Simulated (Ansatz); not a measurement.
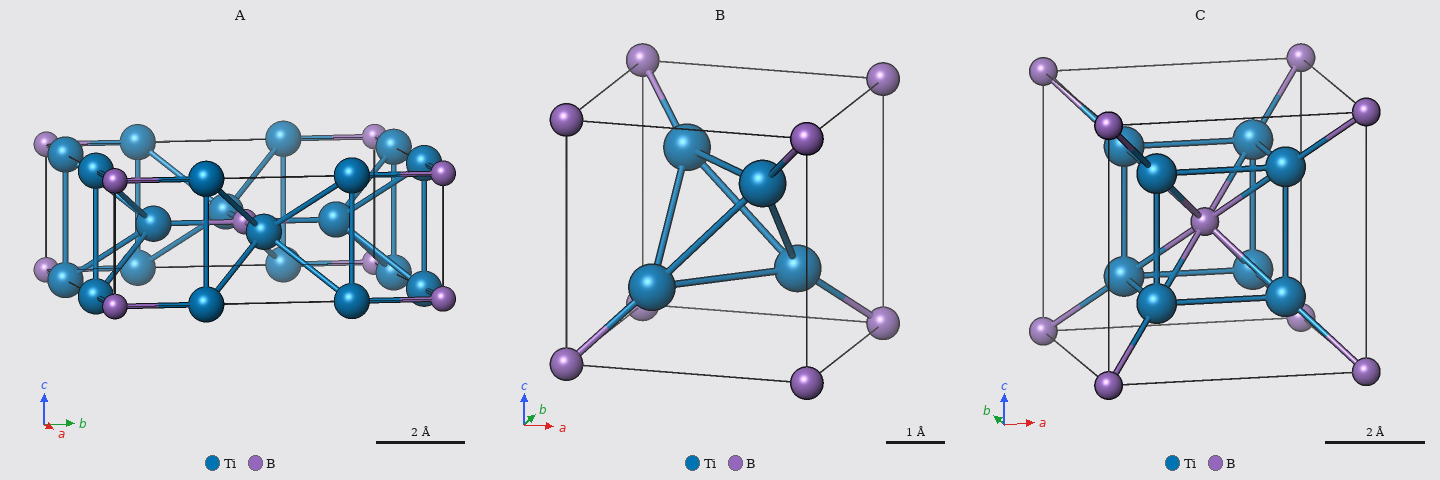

Three structures of Ti₄B, each relaxed to rest (conventional cells in solid outline, small ones repeated, each panel with its own scale). Method: Ansatz 0.2.0, DFT PBE, scalar-relativistic, plane waves, PAW, without spin polarisation.

> Give the type and space group of each panel.

A: 10 atoms a cell on a body-centred tetragonal lattice, I4/mmm; B: 5 atoms a cell on a primitive cubic lattice, P-43m; C: 10 atoms a cell on a body-centred cubic lattice, Im-3m.

> Which of these is lowest in energy, and how far above it do the others lie?

C, then A (+207 meV/atom) and B (+228 meV/atom), energies at zero smearing.

> Collect the results in a table.

| panel | structure | E − E(lowest) (meV/atom) | volume (Å³/atom) | gap (eV) |
| --- | --- | --- | --- | --- |
| C | Im-3m | 0 | 15.8 | metal |
| A | I4/mmm | 207 | 17.2 | metal |
| B | P-43m | 228 | 16.9 | metal |

Some of these may be structure types tried for this composition rather than known phases, and the most stable form need not be among them. Gaps are taken on the k-mesh or band path of each run.
